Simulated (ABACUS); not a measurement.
## Band-structure run of I (part 2 of 2)

I (Fmmm, 1 atom in the cell); Kohn-Sham DFT of a periodic cell, MS2, SG15 ONCV 1.2 PBE, no spin polarisation (ABACUS 3.10.1); cutoff 1115.67 eV, 6×6×6 k-mesh, fermi-dirac of 0.05 eV. The structure derives from a Materials Project entry.

Geometry of the input (Å; fractional positions):
```
0.0000  2.3656  3.9098
2.1922  0.0000  3.9098
2.1922  2.3656  0.0000
I  0.0000  0.0000  0.0000
```

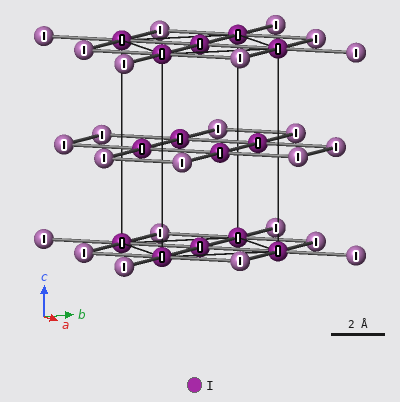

Figure 1. The input geometry (ball-and-stick view of the cell 4 times as large as that of the calculation, set on its symmetry axes, seen slightly off an axis; neighbours outside the cell are drawn fainter).

## What the program printed, continued
```
----------------------------------------------------------
     Energy           Rydberg                 eV
----------------------------------------------------------
 E_KohnSham     -196.8159396512      -2677.8182364800
 E_Harris       -196.7046565489      -2676.3041521983
 E_Fermi        0.6129873842         8.3401212277
----------------------------------------------------------

 PW ALGORITHM --------------- ION=   1  ELEC=   4--------------------------------

 Density error is 1.05934931171e-05
                          Error Threshold = 5.73747095604e-06
----------------------------------------------------------
     Energy           Rydberg                 eV
----------------------------------------------------------
 E_KohnSham     -196.8210109284      -2677.8872347462
 E_Harris       -196.8017467049      -2677.6251315399
 E_Fermi        0.6061743256         8.2474248094
----------------------------------------------------------

 PW ALGORITHM --------------- ION=   1  ELEC=   5--------------------------------

 Density error is 7.41270983243e-06
                          Error Threshold = 6.23146653945e-08
----------------------------------------------------------
     Energy           Rydberg                 eV
----------------------------------------------------------
 E_KohnSham     -196.8228916818      -2677.9128237087
 E_Harris       -196.8097900371      -2677.7345666884
 E_Fermi        0.6044572217         8.2240624125
----------------------------------------------------------

 PW ALGORITHM --------------- ION=   1  ELEC=   6--------------------------------

 Density error is 1.42680324099e-06
                          Error Threshold = 4.36041754849e-08
----------------------------------------------------------
     Energy           Rydberg                 eV
----------------------------------------------------------
 E_KohnSham     -196.8230660626      -2677.9151962824
 E_Harris       -196.8193596685      -2677.8647682026
 E_Fermi        0.6037624183         8.2146091277
----------------------------------------------------------

 PW ALGORITHM --------------- ION=   1  ELEC=   7--------------------------------

 Density error is 1.00850169915e-07
                          Error Threshold = 8.39296024111e-09
----------------------------------------------------------
     Energy           Rydberg                 eV
----------------------------------------------------------
 E_KohnSham     -196.8231304374      -2677.9160721461
 E_Harris       -196.8219405575      -2677.8998829997
 E_Fermi        0.6037893843         8.2149760186
----------------------------------------------------------

 PW ALGORITHM --------------- ION=   1  ELEC=   8--------------------------------

 Density error is 1.56750805181e-08
                          Error Threshold = 5.93236293619e-10
----------------------------------------------------------
     Energy           Rydberg                 eV
----------------------------------------------------------
 E_KohnSham     -196.8231295893      -2677.9160606067
 E_Harris       -196.8235532780      -2677.9218251878
 E_Fermi        0.6037978066         8.2150906100
----------------------------------------------------------

 PW ALGORITHM --------------- ION=   1  ELEC=   9--------------------------------

 Density error is 3.82638879625e-10
                          Error Threshold = 9.22063559886e-11
----------------------------------------------------------
     Energy           Rydberg                 eV
----------------------------------------------------------
 E_KohnSham     -196.8231271516      -2677.9160274397
 E_KS(sigma->0) -196.8227925248      -2677.9114746086
 E_Harris       -196.8230342610      -2677.9147635982
 E_band         -25.1444315140       -342.1075415611
 E_one_elec     -106.0771942681      -1443.2542698985
 E_Hartree      52.0312521147        707.9215028348
 E_xc           -17.7217163648       -241.1163209012
 E_Ewald        -125.0547993798      -1701.4578338127
 E_entropy(-TS) -0.0006692536        -0.0091056621
 E_descf        0.0000000000         0.0000000000
 E_exx          0.0000000000         0.0000000000
 E_Fermi        0.6037940284         8.2150392044
----------------------------------------------------------

 charge density convergence is achieved
 final etot is -2677.9160274 eV
 EFERMI = 8.2150392044 eV

 STATE ENERGY(eV) AND OCCUPATIONS    NSPIN == 1
 1/12 kpoint (Cartesian) = 0.0000 0.0000 0.0000 (3431 pws)
       1       -36.5158     0.00925926
       2       -36.4882     0.00925926
       3       -36.2795     0.00925926
       4       -36.2618     0.00925926
       5       -36.2089     0.00925926
       6       -5.57114     0.00925926
       7        6.38646     0.00925926
       8        9.30366    3.24263e-12
       9        9.61617    6.25932e-15
      10        13.3307    3.40916e-47
      11        16.3889    9.32425e-74
      12        17.1546    2.08268e-80
      13        21.2404        0.00000
      14        21.5854        0.00000
      15        21.7462        0.00000
      16        22.7309        0.00000
      17        26.9615        0.00000
      18        27.2409        0.00000
      19        30.6958        0.00000

 2/12 kpoint (Cartesian) = 0.038013 0.035227 0.021314 (3429 pws)
       1       -36.5105      0.0740741
       2       -36.4898      0.0740741
       3       -36.2804      0.0740741
       4       -36.2625      0.0740741
       5       -36.2068      0.0740741
       6       -5.27177      0.0740741
       7        6.36965      0.0740741
       8        7.37248      0.0740741
       9        9.64653    2.72838e-14
      10        14.0689    1.05595e-52
      11        16.9891    4.55768e-78
      12        17.8531    1.42716e-85
      13        19.6098        0.00000
      14        21.7999        0.00000
      15        22.8669        0.00000
      16        23.7184        0.00000
      17        27.0669        0.00000
      18        27.2012        0.00000
      19        31.0632        0.00000

 3/12 kpoint (Cartesian) = 0.076026 0.070454 0.042627 (3443 pws)
       1       -36.5006      0.0740741
       2       -36.4925      0.0740741
       3       -36.2826      0.0740741
       4       -36.2636      0.0740741
       5       -36.2024      0.0740741
       6       -4.53732      0.0740741
       7        4.47751      0.0740741
       8        6.50423      0.0740741
       9        10.0443    9.56340e-18
      10        14.2761    1.67466e-54
      11        17.3017    8.79722e-81
      12        17.7054    2.73689e-84
      13        21.1745        0.00000
      14        22.8810        0.00000
      15        23.4329        0.00000
      16        24.3040        0.00000
      17        25.2327        0.00000
      18        26.7627        0.00000
      19        29.5188        0.00000

 4/12 kpoint (Cartesian) = 0.11404 0.10568 0.063941 (3438 pws)
       1       -36.4974      0.0370370
       2       -36.4922      0.0370370
       3       -36.2838      0.0370370
       4       -36.2640      0.0370370
       5       -36.2001      0.0370370
       6       -4.05667      0.0370370
       7        3.22897      0.0370370
       8        6.57803      0.0370370
       9        10.2732    4.91503e-20
      10        13.5343    2.32257e-48
      11        18.1168    3.65297e-88
      12        19.8615        0.00000
      13        20.9053        0.00000
      14        21.3889        0.00000
      15        21.8126        0.00000
      16        24.6423        0.00000
      17        25.8122        0.00000
      18        28.1175        0.00000
      19        29.6773        0.00000

 5/12 kpoint (Cartesian) = 0.0000 0.0000 0.042627 (3407 pws)
       1       -36.5158      0.0185185
       2       -36.4882      0.0185185
       3       -36.2794      0.0185185
       4       -36.2618      0.0185185
       5       -36.2088      0.0185185
       6       -5.50289      0.0185185
       7        5.67259      0.0185185
       8        9.24247    2.20526e-11
       9        9.56139    3.74413e-14
      10        14.6999    8.72403e-59
      11        16.2373    3.86547e-72
      12        16.8527    1.74436e-77
      13        21.7725        0.00000
      14        22.0892        0.00000
      15        22.5422        0.00000
      16        23.3559        0.00000
      17        27.0522        0.00000
      18        27.3427        0.00000
      19        30.7673        0.00000

 6/12 kpoint (Cartesian) = 0.038013 0.035227 0.063941 (3430 pws)
       1       -36.5106      0.0740741
       2       -36.4898      0.0740741
       3       -36.2804      0.0740741
       4       -36.2624      0.0740741
       5       -36.2067      0.0740741
       6       -5.15794      0.0740741
       7        5.35802      0.0740741
       8        7.27419      0.0740741
       9        9.55639    1.65513e-13
      10        15.9794    2.68786e-69
      11        16.6753    2.42686e-75
      12        18.9069        0.00000
      13        19.7735        0.00000
      14        22.7207        0.00000
      15        23.7662        0.00000
      16        24.2596        0.00000
      17        27.2843        0.00000
      18        27.3823        0.00000
      19        28.2726        0.00000

[... levels at 6 further k points ...]

------------------------------------------------------------------------------------------
 TOTAL-FORCE (eV/Angstrom)
------------------------------------------------------------------------------------------
                        I1         0.0000000000         0.0000000000         0.0000000000
------------------------------------------------------------------------------------------

----------------------------------------------------------------
 TOTAL-STRESS (KBAR)
----------------------------------------------------------------
       271.1495396731        -0.0000000000         0.0000000000
         0.0000000000       267.2661095546         0.0000000000
        -0.0000000000         0.0000000000       376.5591432060
----------------------------------------------------------------
 TOTAL-PRESSURE: 304.991597 KBAR

 --------------------------------------------
 !FINAL_ETOT_IS -2677.9160274396786008 eV
 --------------------------------------------
```

## Standard output
```
ABACUS v3.10.1

               Atomic-orbital Based Ab-initio Computation at UStc

 dft_functional readin is: MGGA_X_MS2+GGA_C_REGTPSS
 dft_functional in pseudopot file is: PBE
 Please make sure this is what you need

%%%%%%%%%%%%%%%%%%%%%%%%%%%%%%%%%%%%%%%%%%%%%%%%%%%%%%%%%%%%%%%%%%%%%%%%%%%%%%%%%%%%%%%%%%%%%%%%%%%%%%%%%
 Warning: the number of valence electrons in pseudopotential > 7 for I: [Kr] 4d10 5s2 5p5
 Pseudopotentials with additional electrons can yield (more) accurate outcomes, but may be less efficient.
 If you're confident that your chosen pseudopotential is appropriate, you can safely ignore this warning.
%%%%%%%%%%%%%%%%%%%%%%%%%%%%%%%%%%%%%%%%%%%%%%%%%%%%%%%%%%%%%%%%%%%%%%%%%%%%%%%%%%%%%%%%%%%%%%%%%%%%%%%%%

 UNIFORM GRID DIM        : 50 * 50 * 36
 UNIFORM GRID DIM(BIG)   : 50 * 50 * 36
func,idMGGA_X_MS2 223
func,idGGA_C_REGTPSS 83
 ---------------------------------------------------------
 Self-consistent calculations for electrons
 ---------------------------------------------------------
 SPIN    KPOINTS         PROCESSORS  THREADS
 1       46              4           4
 ---------------------------------------------------------
 Use plane wave basis
 ---------------------------------------------------------
 ELEMENT NATOM       XC
 I       1
 ---------------------------------------------------------
 Initial plane wave basis and FFT box
 ---------------------------------------------------------
 -------------------------------------------
 SELF-CONSISTENT :
 -------------------------------------------
 START CHARGE      : atomic
 ITER       ETOT/eV          EDIFF/eV         DRHO         DKIN     TIME/s
 DA1     -2.67577914e+03   0.00000000e+00   2.4080e-02   5.7330e-01  13.95
 DA2     -2.67753212e+03  -1.75297407e+00   4.2305e-03   3.2671e-01   5.99
 DA3     -2.67781824e+03  -2.86120030e-01   9.7537e-04   6.4582e-02   5.48
 DA4     -2.67788723e+03  -6.89982663e-02   1.0593e-05   1.5554e-02   4.86
 DA5     -2.67791282e+03  -2.55889625e-02   7.4127e-06   7.3794e-03   6.84
 DA6     -2.67791520e+03  -2.37257367e-03   1.4268e-06   1.6881e-03   6.80
 DA7     -2.67791607e+03  -8.75863784e-04   1.0085e-07   6.0091e-04   4.17
 DA8     -2.67791606e+03   1.15394820e-05   1.5675e-08   3.5233e-05   6.02
 DA9     -2.67791603e+03   3.31669821e-05   3.8264e-10   4.7490e-05   4.65
----------------------------------------------------------------
 TOTAL-STRESS (KBAR)
----------------------------------------------------------------
       271.1495396731        -0.0000000000         0.0000000000
         0.0000000000       267.2661095546         0.0000000000
        -0.0000000000         0.0000000000       376.5591432060
----------------------------------------------------------------
 TOTAL-PRESSURE: 304.991597 KBAR
```

## Results in brief

| quantity | value |
| --- | --- |
| outcome | converged |
| space group (tolerance 0.01 Å) | Fmmm (69) |
| electrons treated | 17 |
| free energy | −2677.9160 eV |
| Fermi energy of the self-consistent step | 8.215 eV |
| gap on the k-point mesh | none (metallic) |
| pressure | 30.50 GPa |
| largest force (length of the vector) | under 0.001 eV/Å |
| wall time | 60 s (CPU time 4 min) |
| peak memory | 0.4 GiB |

## Notes

The cell holds an odd number of electrons but the run has no spin polarisation, so it comes out as a metal. The cell is under a pressure of 30 GPa at this level, so it is not at its equilibrium volume.
